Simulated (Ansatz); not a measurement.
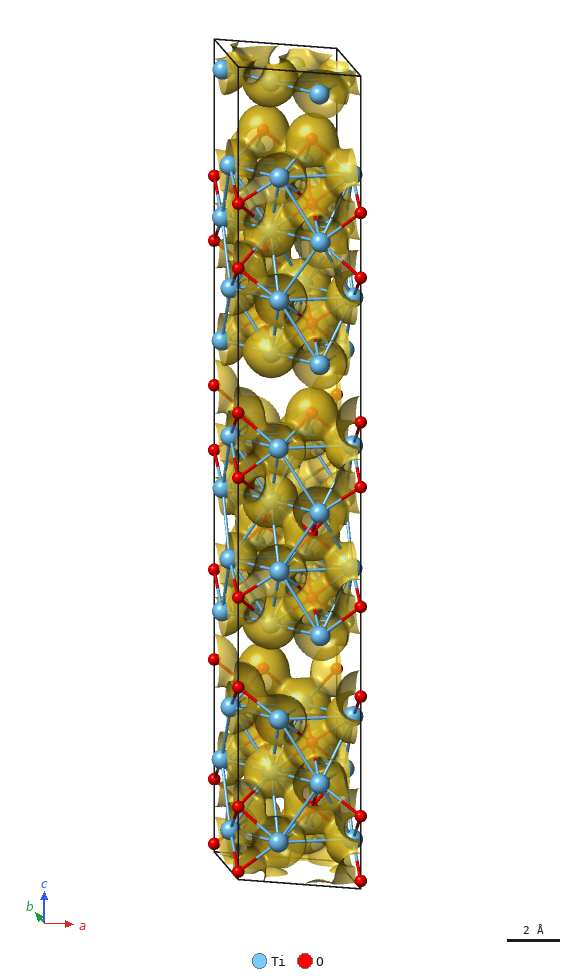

Ti3O2. Isosurface of the valence electron density at 0.3 e/Å³ (yellow), seen slightly off an axis. Sticks mark near contacts.

Space group R3; a structure from a database of computed crystals, not necessarily the ambient phase; not relaxed (largest force 1.6 eV/Å); computed pressure about −6 GPa in this cell; computed without spin polarisation.

All numbers below come from DFT PBEsol, scalar-relativistic, plane waves, PAW in Ansatz.

Core electrons are frozen (PAW), and the valence fields are smoothed inside the atomic spheres.

Q: How is the density connected at this value?

A: At this value the density is joined into sheets; it holds about 85 % of the electrons treated as valence (semicore included). It bridges the sampled Ti–O (2.06 Å) and Ti–O (2.11 Å) contacts, where the density stays above the isovalue. It is pinched off along the sampled Ti–Ti (2.89 Å) and Ti–Ti (2.94 Å) contacts. On the grid the lowest density along these lines, outside the cores, is 0.52 e/Å³ (Ti–O, 2.06 Å), 0.2 e/Å³ (Ti–Ti, 2.89 Å), 0.45 e/Å³ (Ti–O, 2.11 Å) and 0.2 e/Å³ (Ti–Ti, 2.94 Å).

Q: Does the calculation give a band gap?

A: It is gapless in this calculation (a metal or semimetal); semilocal functionals without U, or without the true magnetic order, often close the gap of such compounds.
